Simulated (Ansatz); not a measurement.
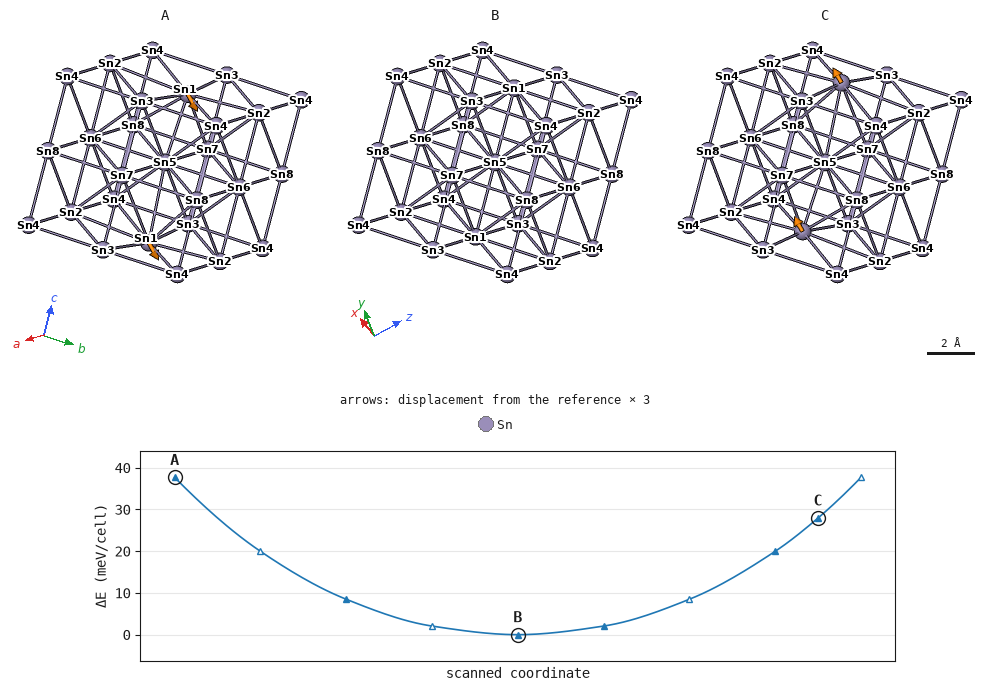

A scan of solid Sn (Immm) along one coordinate. Hollow markers are points alike by symmetry, not computed again. The picture is a ball-and-stick view of the cell of the calculation, seen from a free direction. Orange arrows: displacements from the reference.

The calculation used DFT PBEsol, scalar-relativistic, plane waves, PAW in Ansatz. (plane-wave cutoff 420 eV; k-point mesh 10 × 10 × 10; occupations gaussian; smearing width 0.15 eV; no spin polarisation). Energies (free energies at the smearing named) are counted from the cell as listed in its source, which wasn't relaxed.

Which coordinate changes from frame to frame?

Sn1 (one in each cell of 8 atoms) is moved along Cartesian [1 1 0], all else fixed. In the frames the displacement is −0.30 Å (A), 0.00 Å (B), 0.2625 Å (C). The lowest computed point lies at the displacement 0.00 Å (0.0 meV/cell). At the ends of the scan the energy is 37.7 meV/cell (−0.30 Å) and 37.7 meV/cell (0.30 Å). The curvature at zero is about 0.76 eV/Å². The well is symmetric. At the highest point the shortest interatomic distance is 3.19 Å, against 3.41 Å in the reference. The distortion takes the space group from Immm to Cm.
